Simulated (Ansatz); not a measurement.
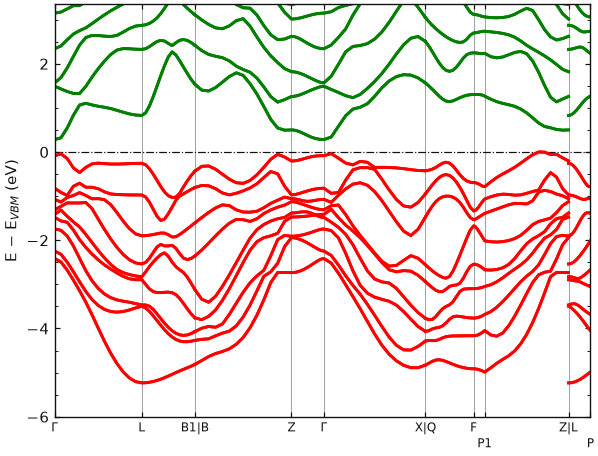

Band structure. Energies are counted from the top of the valence band.

Which Bravais lattice do the labels of the path belong to?

Answer. A rhombohedral lattice: the path Γ–L–B1|B–Z–Γ–X|Q–F–P1–Z|L–P runs through the special points of its Brillouin zone.

The material is Bi2Se3, space group R-3m (No. 166), 5 atoms in the primitive cell; a = 4.143 Å, c = 28.636 Å (hexagonal axes).

Ansatz 0.2.0; PBE, Ansatz PAW, spin-orbit coupling, no magnetisation, 8×8×8 k mesh, 420 eV cutoff.

Metal, semiconductor or insulator, and what is the gap?

Answer. The material is gapped. The gap along this path is 0.28 eV and indirect, from the valence-band top between P1 and Z to the conduction-band bottom at Γ; the smallest direct gap is 0.36 eV, between Γ and L. At Γ the top valence band lies only 0.08 eV lower.

How much do the top valence band and the lowest conduction band disperse along the path?

Answer. The top valence band spans 1.0 eV and the lowest conduction band 2.0 eV.

What are the direct gaps at P, L and Z?

Answer. The direct gaps are 2.05 eV at P, 1.08 eV at L and 0.71 eV at Z.

In reduced coordinates of the cell that was run, L is (0.5, 0, 0), B1 is (0.5, 0.177, −0.177), B is (0.823, 0.5, 0.177), Z is (0.5, 0.5, 0.5), X is (0.339, 0, −0.339), Q is (0.661, 0.339, 0), F is (0.5, 0.5, 0), P1 is (0.661, 0.661, 0.177) and P is (0.823, 0.339, 0.339).
